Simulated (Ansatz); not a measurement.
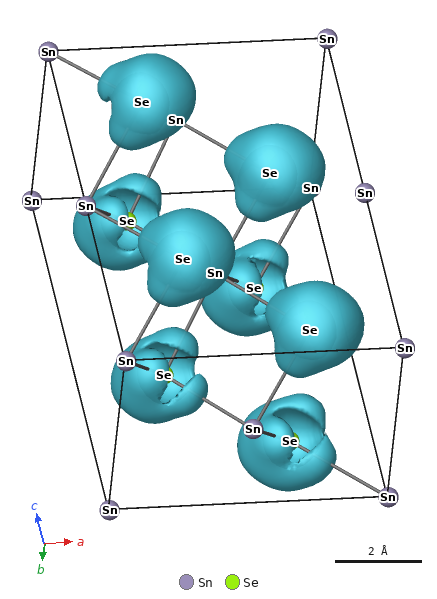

Figure. SnSe$_{2}$. Isosurface of the electron localisation function at 0.75 (cyan), seen at an oblique angle. Core shells and regions of very low density are left out. Sticks mark near contacts.

Space group P1; changed on purpose from its base cell (all atoms moved at random (sigma 0.06 A a component)); not relaxed (largest force 1.8 eV/Å); computed pressure about 3 GPa in this cell.

Level of theory: DFT PBE+D3(BJ), scalar-relativistic, plane waves, PAW (Ansatz 0.2.0).

In a PAW calculation such maps are meaningful between the atoms, not at the nuclei.

Input

```
crystal:
  lattice:
    - [1.9054993908, -3.3004217586, -6.137]
    - [1.9054993908, -3.3004217586, 6.137]
    - [-7.6219975631, 0.0, 0.0]
  atoms:
    - { symbol: Sn, position: [0.5030729921, 0.4921473278, 0.505593608] }
    - { symbol: Sn, position: [0.0067891166, 0.0093844494, 0.4975544655] }
    - { symbol: Sn, position: [0.5113698087, 0.4938916621, 0.002453923] }
    - { symbol: Sn, position: [-0.0070867887, -0.0018419439, -0.0036312041] }
    - { symbol: Se, position: [0.0328080023, 0.2881097647, 0.3392730374] }
    - { symbol: Se, position: [0.5318704116, 0.8009971127, 0.3140041967] }
    - { symbol: Se, position: [0.0447888608, 0.2946365671, 0.8281525231] }
    - { symbol: Se, position: [0.5499335345, 0.7894042525, 0.8543102604] }
    - { symbol: Se, position: [0.9507438623, 0.7062731415, 0.1644164677] }
    - { symbol: Se, position: [0.4735210168, 0.2162673692, 0.169349488] }
    - { symbol: Se, position: [0.9583317587, 0.7114440153, 0.6636736069] }
    - { symbol: Se, position: [0.4438574242, 0.1992862816, 0.6648496274] }
basis:
  ecutwfc: 420
kpoints:
  mp_grid: { grid: [6, 6, 6] }
hamiltonian:
  xc: pbe
  dispersion: d3bj
scf:
  occupations: { method: gaussian, width: 0.05 }
output:
  forces: true
  stress: true
  eigenvalues: true
  write_density: true
  write_potential: true
  elf: true
  volumetric_format: npy
```

Run with:

```sh
ansatz run input.yaml --threads 2 --pin off --max-ram 5120MiB --backend cpu --events-out ev --progress --plain --runs-dir out
```

Below, planes, directions and counts refer to the conventional cell (a = 7.22 Å, b = 7.22 Å, c = 7.62 Å, α = 105.29°, β = 105.29°, γ = 116.32°).

**What do the ELF domains correspond to?**

At this value the surface marks out eight regions wrapped around Se (the valence shell of each), counted in one cell of 12 atoms. Regions shared between cells count once.

Values along the shortest contacts:
Sn–Se (2.56 Å): the ELF is about 0.60 at the midpoint. Sn–Se (2.61 Å): the ELF is about 0.60 at the midpoint.
